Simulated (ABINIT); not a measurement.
**CdS: band-structure run**

CdS (F-43m, 2 atoms in the cell), computed with Kohn-Sham DFT of a periodic cell, rPW86PBE, spin-orbit coupling, JTH PAW PBE v2.0 (ABINIT 10.8.3).

The structure derives from an entry of the Crystallography Open Database. The run did not end well.

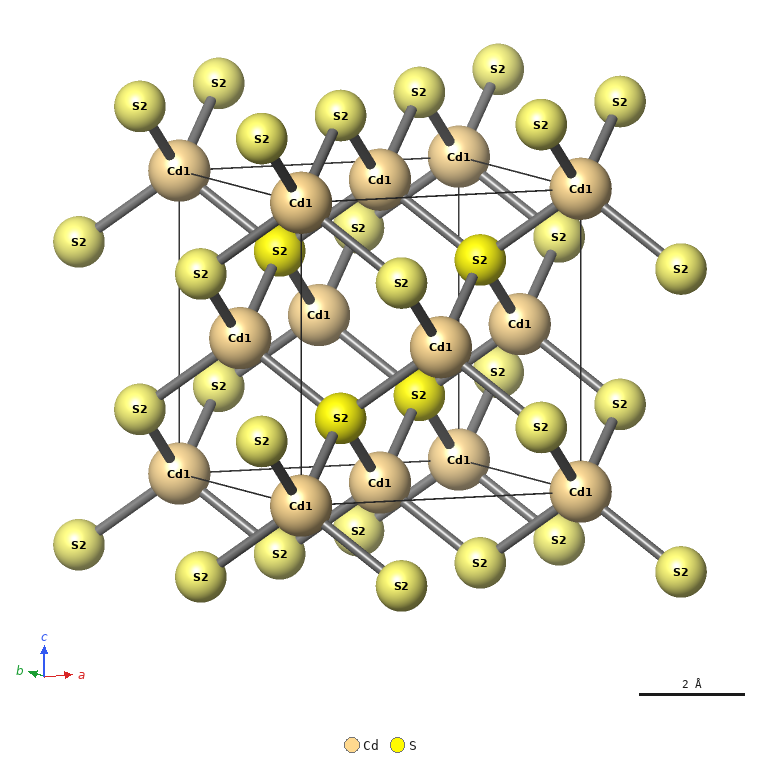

The structure as given in the input (ball-and-stick view of the cell 4 times as large as that of the calculation, set on its symmetry axes, seen slightly off an axis; neighbours outside the cell are drawn fainter; atoms are numbered from 1 in the order of the input). Near neighbours in the crystal (not all of them lie inside the picture): Cd has 4 S at 2.53 Å; S has 4 Cd at 2.53 Å.

**Outcome**

| quantity | value |
| --- | --- |
| outcome | stopped at the time limit |
| space group (tolerance 0.01 Å) | F-43m (216) |
| electrons treated | 18 |
| free energy | −1576.6567 eV |
| Fermi energy | 4.156 eV |
| gap on the k-point mesh | 0.98 eV |
| pressure | 5.16 GPa |
| largest force (length of the vector) | under 0.001 eV/Å |
| hardware | 1 thread of Arm Neoverse V1, 24 GiB of memory available, shared host |
| wall time | 15 min |
| peak memory | 0.26 GiB |

The run was cut off by its time limit, so the output is incomplete. The record of the run, not the program, notes: Wavefunctions not converged for ikpt: 1, nnsclo: 100, max resid: #; Wavefunctions not converged for ikpt: 2, nnsclo: 100, max resid: #; Wavefunctions not converged for ikpt: 3, nnsclo: 100, max resid: #; Wavefunctions not converged for ikpt: 7, nnsclo: 100, max resid: #; Wavefunctions not converged for ikpt: 8, nnsclo: 100, max resid: #.

**Input**
```
# Datasets: ground state, then fixed potential
ndtset 2

# Pseudopotentials
pp_dirpath "./"
pseudos "Cd.GGA_PBE-JTH.xml, S.GGA_PBE-JTH.xml"

# Structure
acell 7.7942771716 7.7942771716 7.7942771716
rprim
     0.0000000000     0.7071067812     0.7071067812
     0.7071067812     0.0000000000     0.7071067812
     0.7071067812     0.7071067812     0.0000000000
ntypat 2
znucl 48 16
natom 2
typat 1 2
xred
     0.0000000000     0.0000000000     0.0000000000
     0.7500000000     0.7500000000     0.7500000000

# Plane-wave basis
ecut 20.0
pawecutdg 40.0

# Exchange and correlation
ixc -144130

# Bands and occupations
occopt 3
tsmear 0.05 eV

# Spin
nspinor 2
nspden 1
pawspnorb 1

# SCF cycle
nstep 100

# Output
iomode 3
prtwf 0
prteig 0
prtebands 0
enunit 1
prtden1 1
prtvha1 1
prtvclmb1 1
prtpot1 1

# Dataset 1
kptopt1 4
ngkpt1 8 8 8
nshiftk1 1
shiftk1 0.0 0.0 0.0
nband1 26
tolvrs1 1.0e-9

# Dataset 2: bands along G-X-W-K-G-L-U-W-L-K
iscf2 -2
getden2 1
nband2 34
nbdbuf2 2
tolwfr2 1.0e-12
kptopt2 -9
ndivsm2 6
prteig2 1
prtvol2 -3
kptbounds2
     0.0000000000     0.0000000000     0.0000000000
     0.5000000000     0.0000000000     0.5000000000
     0.5000000000     0.2500000000     0.7500000000
     0.3750000000     0.3750000000     0.7500000000
     0.0000000000     0.0000000000     0.0000000000
     0.5000000000     0.5000000000     0.5000000000
     0.6250000000     0.2500000000     0.6250000000
     0.5000000000     0.2500000000     0.7500000000
     0.5000000000     0.5000000000     0.5000000000
     0.3750000000     0.3750000000     0.7500000000
```

Launched with:
```bash
abinit run.abi > log 2>&1
```

**Log**
```
.Version 10.8.3 of ABINIT
 DATASET    1 : space group F2 3 (#196); Bravais cF (face-center cubic)
================================================================================
 Values of the parameters that define the memory need for DATASET  1.
     intxc =       0    ionmov =       0      iscf =      17    lmnmax =      18
     lnmax =       6     mgfft =      32  mpssoang =       3    mqgrid =    3001
     natom =       2  nloc_mem =       2    nspden =       1   nspinor =       2
    nsppol =       1      nsym =      12    n1xccc =       1    ntypat =       2
    occopt =       3   xclevel =       2
       mpw =        1459          nfft =       32768          nkpt =          52
 PAW method is used; the additional fine FFT grid is defined by:
   mgfftf=        48    nfftf =    110592
================================================================================
================================================================================

 DATASET    2 : space group F2 3 (#196); Bravais cF (face-center cubic)
================================================================================
 Values of the parameters that define the memory need for DATASET  2.
     intxc =       0    ionmov =       0      iscf =      -2    lmnmax =      18
     lnmax =       6     mgfft =      32  mpssoang =       3    mqgrid =    3001
     natom =       2  nloc_mem =       2    nspden =       1   nspinor =       2
    nsppol =       1      nsym =      12    n1xccc =       1    ntypat =       2
    occopt =       3   xclevel =       2
       mpw =        1459          nfft =       32768          nkpt =         103
 PAW method is used; the additional fine FFT grid is defined by:
   mgfftf=        48    nfftf =    110592
================================================================================
================================================================================

--------------------------------------------------------------------------------
------------- Echo of variables that govern the present computation ------------
--------------------------------------------------------------------------------
 -outvars: echo values of preprocessed input variables --------
            acell      7.7942771716E+00  7.7942771716E+00  7.7942771716E+00 Bohr
              amu      1.12411000E+02  3.20660000E+01
             ecut      2.00000000E+01 Hartree
           enunit           1
           getden1          0
           getden2          1
             iscf1         17
             iscf2         -2
              ixc     -144130
           jdtset        1    2
           kptopt1          4
           kptopt2         -9
         kptrlatt        8    0    0      0    8    0      0    0    8
          kptrlen1     6.23542174E+01
          kptrlen2     3.00000000E+01
            natom           2
            nband1         26
            nband2         34
           nbdbuf1          0
           nbdbuf2          2
           ndtset           2
           ndivsm1          0
           ndivsm2          6
            ngfft          32      32      32
          ngfftdg          48      48      48
             nkpt1         52
             nkpt2        103
          nspinor           2
            nstep         100
             nsym          12
           ntypat           2
           occopt           3
        pawcpxocc           2
        pawecutdg      4.00000000E+01 Hartree
        pawspnorb           1
         pawxcdev           0
        prtebands           0
           prteig1          0
           prteig2          1
           prtpot1          1
           prtpot2          0
         prtvclmb1          1
         prtvclmb2          0
           prtvha1          1
           prtvha2          0
           prtvol1          0
           prtvol2         -3
            prtwf           0
            rprim      0.0000000000E+00  7.0710678120E-01  7.0710678120E-01
                       7.0710678120E-01  0.0000000000E+00  7.0710678120E-01
                       7.0710678120E-01  7.0710678120E-01  0.0000000000E+00
           shiftk1     0.00000000E+00  0.00000000E+00  0.00000000E+00
           shiftk2     5.00000000E-01  5.00000000E-01  5.00000000E-01
          spgroup         196
           tolvrs1     1.00000000E-09
           tolvrs2     0.00000000E+00
           tolwfr1     0.00000000E+00
           tolwfr2     1.00000000E-12
           tsmear      1.83746611E-03 Hartree
            typat      1  2
           useylm           1
           xangst      0.0000000000E+00  0.0000000000E+00  0.0000000000E+00
                       4.3747499971E+00  4.3747499971E+00  4.3747499971E+00
            xcart      0.0000000000E+00  0.0000000000E+00  0.0000000000E+00
                       8.2670793639E+00  8.2670793639E+00  8.2670793639E+00
             xred      0.0000000000E+00  0.0000000000E+00  0.0000000000E+00
                       7.5000000000E-01  7.5000000000E-01  7.5000000000E-01
            znucl       48.00000   16.00000

================================================================================

 chkinp: Checking input parameters for consistency, jdtset=   1.

 chkinp: Checking input parameters for consistency, jdtset=   2.

================================================================================
== DATASET  1 ==================================================================

--- !DatasetInfo
iteration_state: {dtset: 1, }
dimensions: {natom: 2, nkpt: 52, mband: 26, nsppol: 1, nspinor: 2, nspden: 1, mpw: 1459, }
cutoff_energies: {ecut:  20.0, pawecutdg:  40.0, }
electrons: {nelect:   1.80000000E+01, charge:   0.00000000E+00, occopt:   3.00000000E+00, tsmear:   1.83746611E-03, }
meta: {optdriver: 0, ionmov: 0, optcell: 0, iscf: 17, paral_kgb: 0, }
...

 Real(R)+Recip(G) space primitive vectors, cartesian coordinates (Bohr,Bohr^-1):
 R(1)=  0.0000000  5.5113862  5.5113862  G(1)= -0.0907213  0.0907213  0.0907213
 R(2)=  5.5113862  0.0000000  5.5113862  G(2)=  0.0907213 -0.0907213  0.0907213
 R(3)=  5.5113862  5.5113862  0.0000000  G(3)=  0.0907213  0.0907213 -0.0907213
 Unit cell volume ucvol=  3.3482088E+02 bohr^3
 Angles (23,13,12)=  6.00000000E+01  6.00000000E+01  6.00000000E+01 degrees

 Coarse grid specifications (used for wave-functions):

 getcut: wavevector=  0.0000  0.0000  0.0000  ngfft=  32  32  32
         ecut(hartree)=     20.000   => boxcut(ratio)=   2.03936

 Fine grid specifications (used for densities):

 getcut: wavevector=  0.0000  0.0000  0.0000  ngfft=  48  48  48
         ecut(hartree)=     40.000   => boxcut(ratio)=   2.16307

--- Pseudopotential description ------------------------------------------------
- pspini: atom type   1  psp file is ./Cd.GGA_PBE-JTH.xml
 Pseudopotential format is: paw10
 basis_size (lnmax)=  6 (lmn_size= 18), orbitals=   0   0   1   1   2   2
 Spheres core radius: rc_sph= 2.50233826
 Shapefunction is BESSEL type: shapef(r,l)=aa(1,l)*jl(q(1,l)*r)+aa(2,l)*jl(q(2,l)*r)
 Radius for shape functions =  2.31074885
 Compensation charge density is not taken into account in XC energy/potential

- pspini: atom type   2  psp file is ./S.GGA_PBE-JTH.xml
 Pseudopotential format is: paw10
 basis_size (lnmax)=  4 (lmn_size=  8), orbitals=   0   0   1   1
 Spheres core radius: rc_sph= 1.90380259
 Shapefunction is SIN type: shapef(r)=[sin(pi*r/rshp)/(pi*r/rshp)]**2
 Radius for shape functions =  1.40128485
 Compensation charge density is not taken into account in XC energy/potential

   5.23237762E+02                                ecore*ucvol(ha*bohr**3)
--------------------------------------------------------------------------------

================================================================================

--- !BeginCycle
iteration_state: {dtset: 1, }
solver: {iscf: 17, nstep: 100, nline: 4, wfoptalg: 10, }
tolerances: {tolvrs: 1.00E-09, }
...

     iter   Etot(hartree)      deltaE(h)  residm     nres2
 ETOT  1  -57.875921417834    -5.788E+01 2.362E-01 5.463E+00
 ETOT  2  -57.938723589278    -6.280E-02 8.932E-02 6.612E-01
 ETOT  3  -57.939604524090    -8.809E-04 1.937E-02 2.165E-01
 ETOT  4  -57.940517507818    -9.130E-04 5.954E-02 6.354E-02
 ETOT  5  -57.940885830377    -3.683E-04 2.219E-02 2.822E-03
 ETOT  6  -57.940983334271    -9.750E-05 1.711E-02 8.330E-04
 ETOT  7  -57.941028898644    -4.556E-05 1.054E-02 3.417E-04
 ETOT  8  -57.941048141723    -1.924E-05 9.140E-03 4.844E-05
 ETOT  9  -57.941056731620    -8.590E-06 1.353E-02 4.463E-05
 ETOT 10  -57.941060637658    -3.906E-06 7.295E-03 6.583E-06
 ETOT 11  -57.941062487660    -1.850E-06 6.197E-03 4.979E-06
 ETOT 12  -57.941063364597    -8.769E-07 1.962E-03 4.999E-07
 ETOT 13  -57.941063784922    -4.203E-07 1.448E-03 7.988E-07
 ETOT 14  -57.941063985467    -2.005E-07 6.485E-04 2.754E-07
 ETOT 15  -57.941064084315    -9.885E-08 1.023E-03 1.811E-08
 ETOT 16  -57.941064132281    -4.797E-08 4.372E-04 2.648E-07
 ETOT 17  -57.941064156294    -2.401E-08 8.670E-04 5.123E-08
 ETOT 18  -57.941064167786    -1.149E-08 2.954E-04 2.002E-07
 ETOT 19  -57.941064173531    -5.745E-09 8.432E-04 8.192E-08
 ETOT 20  -57.941064176397    -2.866E-09 1.981E-04 1.663E-07
 ETOT 21  -57.941064177376    -9.793E-10 9.801E-04 4.848E-08
 ETOT 22  -57.941064178524    -1.147E-09 1.316E-04 1.513E-07
 ETOT 23  -57.941064178761    -2.369E-10 8.644E-04 1.154E-07
 ETOT 24  -57.941064178838    -7.743E-11 9.266E-05 9.189E-08
 ETOT 25  -57.941064178644     1.942E-10 6.756E-04 2.521E-08
 ETOT 26  -57.941064178604     4.017E-11 6.702E-05 5.809E-09
 ETOT 27  -57.941064178625    -2.160E-11 4.599E-04 3.844E-09
 ETOT 28  -57.941064178616     9.393E-12 4.468E-05 1.156E-10

 At SCF step   28       nres2   =  1.16E-10 < tolvrs=  1.00E-09 =>converged.

 Cartesian components of stress tensor (hartree/bohr^3)
  sigma(1 1)= -1.75376615E-04  sigma(3 2)=  0.00000000E+00
  sigma(2 2)= -1.75376615E-04  sigma(3 1)=  0.00000000E+00
  sigma(3 3)= -1.75376615E-04  sigma(2 1)=  0.00000000E+00

--- !ResultsGS
iteration_state: {dtset: 1, }
comment   : Summary of ground state results
lattice_vectors:
- [  0.0000000,   5.5113862,   5.5113862, ]
- [  5.5113862,   0.0000000,   5.5113862, ]
- [  5.5113862,   5.5113862,   0.0000000, ]
lattice_lengths: [   7.79428,    7.79428,    7.79428, ]
lattice_angles: [ 60.000,  60.000,  60.000, ] # degrees, (23, 13, 12)
lattice_volume:   3.3482088E+02
convergence: {deltae:  9.393E-12, res2:  1.156E-10, residm:  4.468E-05, diffor: null, }
etotal    :  -5.79410642E+01
entropy   :   0.00000000E+00
fermie    :   1.52717148E-01
cartesian_stress_tensor: # hartree/bohr^3
- [ -1.75376615E-04,   0.00000000E+00,   0.00000000E+00, ]
- [  0.00000000E+00,  -1.75376615E-04,   0.00000000E+00, ]
- [  0.00000000E+00,   0.00000000E+00,  -1.75376615E-04, ]
pressure_GPa:   5.1598E+00
xred      :
- [  0.0000E+00,   0.0000E+00,   0.0000E+00, Cd]
- [  7.5000E-01,   7.5000E-01,   7.5000E-01,  S]
cartesian_forces: # hartree/bohr
- [  2.44280214E-29,   2.44280214E-29,  -7.32840642E-29, ]
- [ -2.44280214E-29,  -2.44280214E-29,   7.32840642E-29, ]
force_length_stats: {min:   8.10185814E-29, max:   8.10185814E-29, mean:   8.10185814E-29, }
...

 Integrated electronic density in atomic spheres:
 ------------------------------------------------
 Atom  Sphere_radius  Integrated_density
    1        2.50234         10.48265530
    2        1.90380          3.60535597

================================================================================

 ----iterations are completed or convergence reached----

 Mean square residual over all n,k,spin=   12.625E-08; max=  44.683E-06
 reduced coordinates (array xred) for    2 atoms
       0.000000000000      0.000000000000      0.000000000000
       0.750000000000      0.750000000000      0.750000000000
 rms dE/dt=  3.8080E-28; max dE/dt=  5.3853E-28; dE/dt below (all hartree)
    1       0.000000000000      0.000000000000      0.000000000000
    2      -0.000000000000     -0.000000000000      0.000000000000

 cartesian coordinates (angstrom) at end:
    1      0.00000000000000     0.00000000000000     0.00000000000000
    2      4.37474999712710     4.37474999712710     4.37474999712710

 cartesian forces (hartree/bohr) at end:
    1      0.00000000000000     0.00000000000000    -0.00000000000000
    2     -0.00000000000000    -0.00000000000000     0.00000000000000
 frms,max,avg= 4.6776100E-29 7.3284064E-29   0.000E+00  0.000E+00  0.000E+00 h/b

 cartesian forces (eV/Angstrom) at end:
    1      0.00000000000000     0.00000000000000    -0.00000000000000
    2     -0.00000000000000    -0.00000000000000     0.00000000000000
 frms,max,avg= 2.4053238E-27 3.7684181E-27   0.000E+00  0.000E+00  0.000E+00 e/A
 length scales=  7.794277171600  7.794277171600  7.794277171600 bohr
              =  4.124553851874  4.124553851874  4.124553851874 angstroms
 Fermi (or HOMO) energy (eV) =   4.15565   Average Vxc (eV)=  -8.89896
 Eigenvalues (   eV  ) for nkpt=  52  k points:
 kpt#   1, nband= 26, wtk=  0.00195, kpt=  0.0000  0.0000  0.0000 (reduced coord)
  -8.79074   -8.79074   -4.35926   -4.35926   -4.35926   -4.35926   -3.86318   -3.86318
  -3.49014   -3.49014   -3.49014   -3.49014    3.58904    3.58904    3.62987    3.62987
   3.62987    3.62987    4.61384    4.61384    9.86152    9.86153   10.29061   10.29061
  10.29061   10.29065
 prteigrs : prtvol=0 or 1, do not print more k-points.

--- !EnergyTerms
iteration_state     : {dtset: 1, }
comment             : Components of total free energy in Hartree
kinetic             :  1.73666137307953E+01
hartree             :  1.42906558851566E+01
xc                  : -6.98397961075423E+00
Ewald energy        : -4.26732001540100E+01
psp_core            :  1.56273932233532E+00
local_psp           : -4.45682900464568E+01
PAW spherical_terms :  3.06439258837145E+00
internal            : -5.79410682845623E+01
'-kT*entropy'       : -1.71660044291406E-08
total_energy        : -5.79410683017283E+01
total_energy_eV     : -1.57665678906309E+03
...

--- !EnergyTermsDC
iteration_state     : {dtset: 1, }
comment             : '"Double-counting" decomposition of free energy'
band_energy         : -1.63712364909840E+00
Ewald energy        : -4.26732001540100E+01
psp_core            :  1.56273932233532E+00
xc_dc               : -1.35597869274387E+01
PAW spherical_terms : -1.63369275323813E+00
internal            : -5.79410641614499E+01
'-kT*entropy'       : -1.71660044291406E-08
total_energy_dc     : -5.79410641786159E+01
total_energy_dc_eV  : -1.57665667686749E+03
...

--- !EnergyTermsWithPAWCore
iteration_state     : {dtset: 1, }
comment             : 'Components of total free energy, including PAW core contributions'
Total energy        : -5.99617522534694E+03
Total energy DC     : -5.99617522122383E+03
Total energy (eV)   : -1.63164240055498E+05
Total energy DC (eV): -1.63164239943302E+05
...

 Cartesian components of stress tensor (hartree/bohr^3)
  sigma(1 1)= -1.75376615E-04  sigma(3 2)=  0.00000000E+00
  sigma(2 2)= -1.75376615E-04  sigma(3 1)=  0.00000000E+00
  sigma(3 3)= -1.75376615E-04  sigma(2 1)=  0.00000000E+00

-Cartesian components of stress tensor (GPa)         [Pressure=  5.1598E+00 GPa]
- sigma(1 1)= -5.15975816E+00  sigma(3 2)=  0.00000000E+00
- sigma(2 2)= -5.15975816E+00  sigma(3 1)=  0.00000000E+00
- sigma(3 3)= -5.15975816E+00  sigma(2 1)=  0.00000000E+00

================================================================================
== DATASET  2 ==================================================================

--- !DatasetInfo
iteration_state: {dtset: 2, }
dimensions: {natom: 2, nkpt: 103, mband: 34, nsppol: 1, nspinor: 2, nspden: 1, mpw: 1459, }
cutoff_energies: {ecut:  20.0, pawecutdg:  40.0, }
electrons: {nelect:   1.80000000E+01, charge:   0.00000000E+00, occopt:   3.00000000E+00, tsmear:   1.83746611E-03, }
meta: {optdriver: 0, ionmov: 0, optcell: 0, iscf: -2, paral_kgb: 0, }
...

 mkfilename : getden/=0, take file _DEN from output of DATASET   1.

 Real(R)+Recip(G) space primitive vectors, cartesian coordinates (Bohr,Bohr^-1):
 R(1)=  0.0000000  5.5113862  5.5113862  G(1)= -0.0907213  0.0907213  0.0907213
 R(2)=  5.5113862  0.0000000  5.5113862  G(2)=  0.0907213 -0.0907213  0.0907213
 R(3)=  5.5113862  5.5113862  0.0000000  G(3)=  0.0907213  0.0907213 -0.0907213
 Unit cell volume ucvol=  3.3482088E+02 bohr^3
 Angles (23,13,12)=  6.00000000E+01  6.00000000E+01  6.00000000E+01 degrees

 Coarse grid specifications (used for wave-functions):

 getcut: wavevector=  0.0000  0.0000  0.0000  ngfft=  32  32  32
         ecut(hartree)=     20.000   => boxcut(ratio)=   2.03936

 Fine grid specifications (used for densities):

 getcut: wavevector=  0.0000  0.0000  0.0000  ngfft=  48  48  48
         ecut(hartree)=     40.000   => boxcut(ratio)=   2.16307
--------------------------------------------------------------------------------

================================================================================
```
